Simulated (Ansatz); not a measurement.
A series of calculations on HCl

**1. Vibrations**

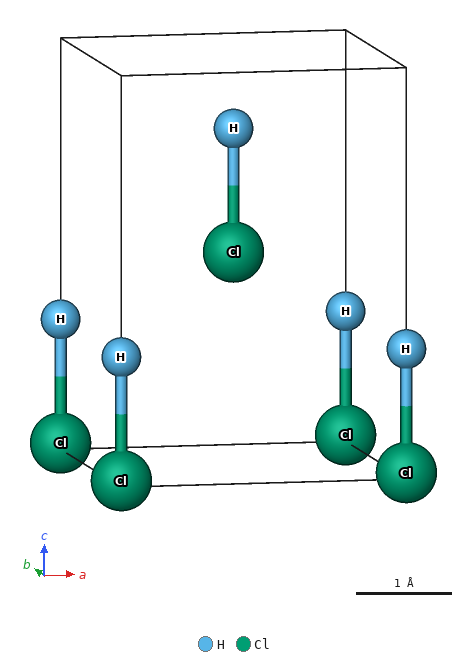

Normal modes of solid HCl relaxed at 20 GPa, at the zone centre. The picture is a ball-and-stick view of the conventional cell (2 times the calculation's cell), seen slightly off an axis. Lengths and directions refer to the drawn axes.

Method: DFT LDA, scalar-relativistic, plane waves, PAW (Ansatz 0.2.0).

The input:
```yaml
crystal:
  lattice:
    - [-1.533795397, 1.5337954849, 2.1842977885]
    - [1.533795397, -1.5337954849, 2.1842977885]
    - [1.533795397, 1.5337954849, -2.1842977885]
  atoms:
    - { symbol: H, position: [0.6838171968, 0.6838171968, 0.0] }
    - { symbol: Cl, position: [0.9841828032, 0.9841828032, 0.0] }
basis:
  ecutwfc: 420
kpoints:
  mp_grid: { grid: [10, 10, 10] }
hamiltonian:
  xc: lda
scf:
  occupations: { method: fixed }
output:
  eigenvalues: true
phonons:
  method: dfpt
  dielectric: true
  rigid_motions: translations
  eigenvectors: true
```

Frequencies are those without the non-analytic (LO–TO) term.

**Give the spectrum at this point.**

The calculation's cell holds 2 atoms, so there are 3 optical modes, in 2 levels. The optical modes span E + A₁. One level is unstable (imaginary frequency).

| level | symmetry | frequency (cm⁻¹) | activity |
| --- | --- | --- | --- |
| 1 | E | 204i | infrared- and Raman-active |
| 2 | A₁ | 2566 | infrared- and Raman-active |

The modes drawn as arrows (one member of each degenerate set):

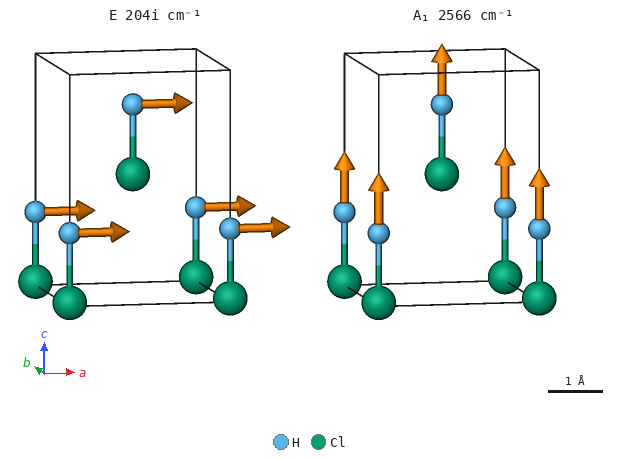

**2. One mode**

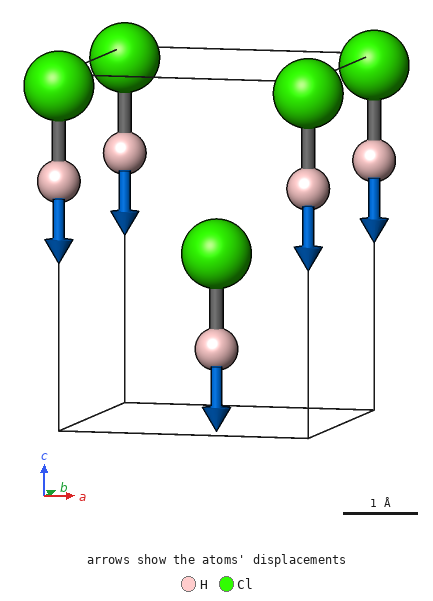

One vibrational mode of a crystal of HCl relaxed at 1 GPa at the zone centre. Displacements are drawn as blue arrows; their common scale and sign are arbitrary. The picture is a ball-and-stick view of the conventional cell (2 times the calculation's cell), seen slightly off an axis. Lengths and directions refer to the drawn axes.

Level of theory: DFT LDA, scalar-relativistic, plane waves, PAW (Ansatz).

Input file:
```yaml
crystal:
  lattice:
    - [-1.7596352856, 1.7596341958, 2.4478308985]
    - [1.7596352856, -1.7596341958, 2.4478308985]
    - [1.7596352856, 1.7596341958, -2.4478308985]
  atoms:
    - { symbol: H, position: [0.7003165136, 0.7003165136, 0.0] }
    - { symbol: Cl, position: [0.9676834864, 0.9676834864, 0.0] }
basis:
  ecutwfc: 420
kpoints:
  mp_grid: { grid: [10, 10, 10] }
hamiltonian:
  xc: lda
scf:
  occupations: { method: fixed }
output:
  eigenvalues: true
phonons:
  method: dfpt
  dielectric: true
  rigid_motions: translations
  eigenvectors: true
```

Frequencies are those without the non-analytic (LO–TO) term.

Describe the mode and give its frequency.

Answer. This is the A₁ mode at 2676 cm⁻¹, the highest optical level, infrared- and Raman-active by symmetry. The Cl atoms hardly move; the H sublattice moves as a whole against them, along c; of the bonds it mainly stretches Cl–H; the kinetic energy is shared as H 97 %, Cl 3 %. Its infrared intensity is 8.9 (D/Å)²/amu.

**3. Softest mode**

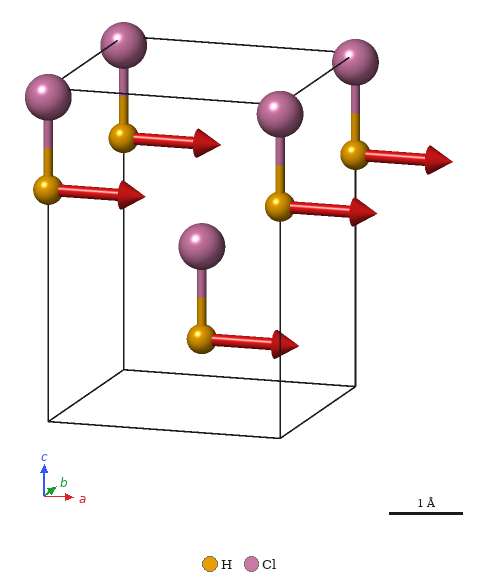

The lowest optical mode of a crystal of HCl relaxed at 4 GPa, space group I4mm (No. 107), at the zone centre. The red arrows give the relative displacements of the atoms. The picture is a ball-and-stick view of the conventional cell (2 times the calculation's cell), seen slightly off an axis. Lengths and directions refer to the drawn axes.

Level of theory: DFT LDA, scalar-relativistic, plane waves, PAW in Ansatz 0.2.0. Set-up: plane-wave cutoff 420 eV; k-point mesh 10 × 10 × 10; occupations fixed; target pressure 4 GPa; no spin polarisation.

Frequencies are those without the non-analytic (LO–TO) term.

Q: Is the structure stable against all modes at this point?

A: Yes: this softest mode has a real frequency, and so have all others here. That speaks for this wave vector alone: the rest of the zone wasn't checked in this run. This is the E mode (doubly degenerate; one member of the set is drawn) at 112 cm⁻¹, the lowest optical level, infrared- and Raman-active by symmetry. The Cl atoms hardly move; the H sublattice moves as a whole against them, along a; the Cl–H bond lengths don't change to first order, so for these it is a bending, tilting or sliding motion; the kinetic energy is shared as H 97 %, Cl 3 %. Its infrared intensity is 10 (D/Å)²/amu for the set.
